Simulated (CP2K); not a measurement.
## TaS$_{2}$: 6 runs along one coordinate

System: TaS$_{2}$ (P-3m1, 3 atoms in the cell).
Method: Kohn-Sham DFT of a periodic cell, PBE, GTH-PBE with UZH-TZVP basis, no spin polarisation (CP2K 2026.2).

The 6 runs differ only in the geometry, by an even scaling of the cell at fixed fractional positions. The structure derives from an entry of the Crystallography Open Database.

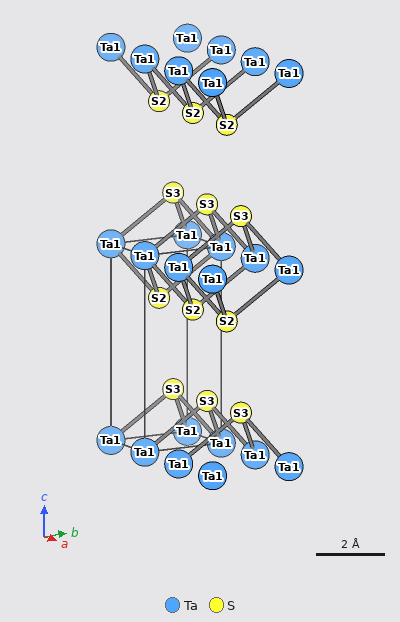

Figure 1. The structure of run 4 (ball-and-stick view of the cell of the calculation, repeated 3 × 1 × 2, seen slightly off an axis; atoms are numbered from 1 in the order of the input).

## Input of run 4
```
&GLOBAL
  PROJECT tas2_eos
  RUN_TYPE ENERGY_FORCE
  PRINT_LEVEL LOW
&END GLOBAL
&FORCE_EVAL
  METHOD QS
  STRESS_TENSOR ANALYTICAL
  &DFT
    BASIS_SET_FILE_NAME BASIS_MOLOPT_UZH
    POTENTIAL_FILE_NAME POTENTIAL_UZH
    WFN_RESTART_FILE_NAME previous-RESTART.kp
    &MGRID
      CUTOFF 450
      REL_CUTOFF 60
      NGRIDS 4
    &END MGRID
    &QS
      METHOD GPW
      EPS_DEFAULT 1.0E-10
    &END QS
    &KPOINTS
      SCHEME MONKHORST-PACK 9 9 5
      GAMMA_CENTERED T
      SYMMETRY T
      SYMMETRY_BACKEND SPGLIB
    &END KPOINTS
    &SCF
      SCF_GUESS RESTART
      EPS_SCF 1.0E-6
      MAX_SCF 100
      ADDED_MOS 15
      CHOLESKY OFF
      EPS_EIGVAL 1.0E-7
      &DIAGONALIZATION ON
        ALGORITHM STANDARD
      &END DIAGONALIZATION
      &MIXING ON
        METHOD BROYDEN_MIXING
        ALPHA 0.4
        BETA 1.5
        NBUFFER 8
      &END MIXING
      &SMEAR ON
        METHOD FERMI_DIRAC
        ELECTRONIC_TEMPERATURE [K] 580.226
      &END SMEAR
    &END SCF
    &XC
      &XC_FUNCTIONAL PBE
      &END XC_FUNCTIONAL
    &END XC
    &PRINT
      &KPOINTS ON
      &END KPOINTS
      &MULLIKEN ON
      &END MULLIKEN
      &MO ON
        ENERGIES T
        OCCUPATION_NUMBERS T
        &EACH
          QS_SCF 0
        &END EACH
        ADD_LAST NUMERIC
      &END MO
    &END PRINT
  &END DFT
  &SUBSYS
    &CELL
      ABC 3.3721860770 3.3721860770 5.8988090780
      ALPHA_BETA_GAMMA 90.0000000000 90.0000000000 119.9999999997
      PERIODIC XYZ
    &END CELL
    &COORD
      SCALED
      Ta  0.0000000000 0.0000000000 0.0000000000
      S   0.6666666667 0.3333333333 0.7500000000
      S   0.3333333333 0.6666666667 0.2500000000
    &END COORD
    &KIND Ta
      BASIS_SET TZVP-MOLOPT-PBE-GTH-q13
      POTENTIAL GTH-PBE-q13
    &END KIND
    &KIND S
      BASIS_SET TZVP-MOLOPT-PBE-GTH-q6
      POTENTIAL GTH-PBE-q6
    &END KIND
    &PRINT
      &ATOMIC_COORDINATES ON
      &END ATOMIC_COORDINATES
      &CELL ON
      &END CELL
    &END PRINT
  &END SUBSYS
  &PRINT
    &FORCES ON
    &END FORCES
    &STRESS_TENSOR ON
    &END STRESS_TENSOR
  &END PRINT
&END FORCE_EVAL
```

Command:
```bash
OMP_NUM_THREADS=1 cp2k.psmp -i tas2_eos.inp -o tas2_eos.out
```

Lattice vectors (Å) and fractional positions of run 4:
```
   3.372186    0.000000    0.000000
  -1.686093    2.920399    0.000000
   0.000000    0.000000    5.898809
Ta  0.000000  0.000000  0.000000
S   0.666667  0.333333  0.750000
S   0.333333  0.666667  0.250000
```

Run 3 has the same physical settings and fractional positions; its lattice vectors (Å) are:
```
   3.327516    0.000000    0.000000
  -1.663758    2.881713    0.000000
   0.000000    0.000000    5.820670
```

## Results, with one run withheld

```tsv
run	volume per atom (Å³)	free energy per atom, from the lowest run given (meV)	pressure (GPa)
1	17.845	122.69	19.17
2	18.225	82.12	15.14
3	18.605	?	?
4	19.364	11.73	5.16
5	19.744	2.79	2.43
6	20.123	0.00	−0.04
```

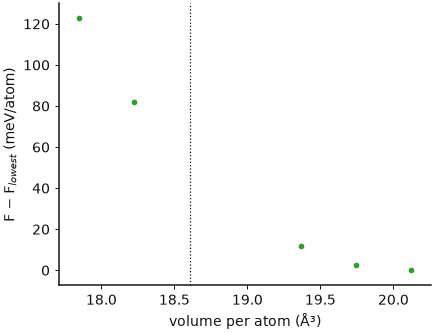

Figure 2. Free energy per atom of the runs given; the dotted line marks run 3.

What should run 3 give?

A cubic polynomial in V^(−2/3) (the Birch–Murnaghan form), fitted to the 5 runs given, misses them by at most 0.01 meV per atom. With x = V^(−2/3) − 0.14031 Å⁻², it reads F = 25.347 + 9920.2 x + 9.7174e+05 x² + 2.0704e+05 x³ (meV per atom). At run 3 it gives 50.65 meV per atom, and the run itself gives 50.66. The slope of the fit gives a pressure −dF/dV of 11.47 GPa there, and the run prints 11.48 GPa. The fit has its minimum at 20.116 Å³ per atom, where V d²F/dV² gives 125 GPa. Cell shape and fractional positions are held, so this is the stiffness under even scaling; the relaxed bulk modulus wasn't computed and can be far lower in a crystal of layers, chains or molecules like this one.

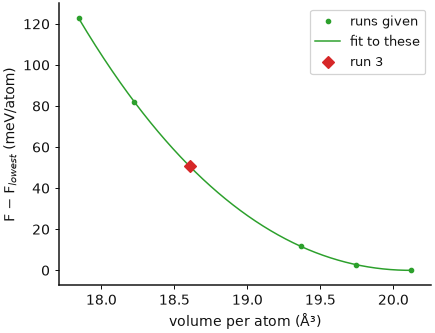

Figure 3. The fit and the withheld run.

## Some lines of the output (run 3)
```
[...]
 CELL| Volume [angstrom^3]:                                            55.814101
 CELL_REF| Volume [angstrom^3]:                                        55.814101
                        Smear method:                                FERMI_DIRAC
  Step     Update method      Time    Convergence         Total energy    Change
  Fermi energy:                                                 0.30351385115264
  Total energy:                                               -78.71429376298423
  Total energy (extrapolated to T->0):                        -78.71402874467069
 MO| E(Fermi):            0.303514 a.u.          8.259032 eV
```

Notes: Spin–orbit coupling is left out, which matters for Ta. The cell holds an odd number of electrons but the run has no spin polarisation, so it comes out as a metal.
